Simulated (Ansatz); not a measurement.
WSe2 (space group P6_3/mmc, No. 194). Coordinates: the geometry relaxed with DFT, PBEsol, plane waves, PAW (Ansatz); the starting structure was generated, so it need not be a known form of this composition.

```
W Se
1.0
     3.27176    0.00000    0.00000
    -1.63588    2.83343    0.00000
     0.00000    0.00000   13.20051
W Se
2 4
Cartesian
  0.0000 1.8890 3.3001
  1.6359 0.9445 9.9004
  1.6359 0.9445 4.9743
  1.6359 0.9445 1.6260
  0.0000 1.8890 11.5745
  0.0000 1.8890 8.2262
```

Describe the stacking along c, naming the columns A, B, C as they first turn up.

Se(A) – W(B) – Se(A) – Se(B) – W(A) – Se(B) (six layers in 13.20 Å).

Se layers alone: AABB, a sequence in which some neighbouring layers lie directly above each other.

W: two trigonal-prismatic sites, counted in one hexagonal cell. Two of the four gaps between Se layers are empty, 3.25 Å wide.

Polytype symbol 2H, the symbol of a layered MX2 polytype (number of slabs in the repeat and lattice).

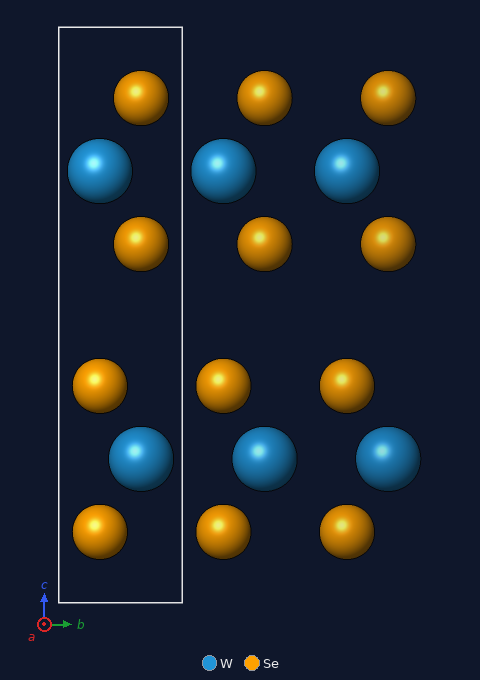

The picture looks along a close-packed row of the hexagonal mesh; c points upwards. Every atom sits on one of the three columns of the mesh; call them A, B, C in the order in which they first turn up. The sequence starts with the first layer at or above the cell's origin.
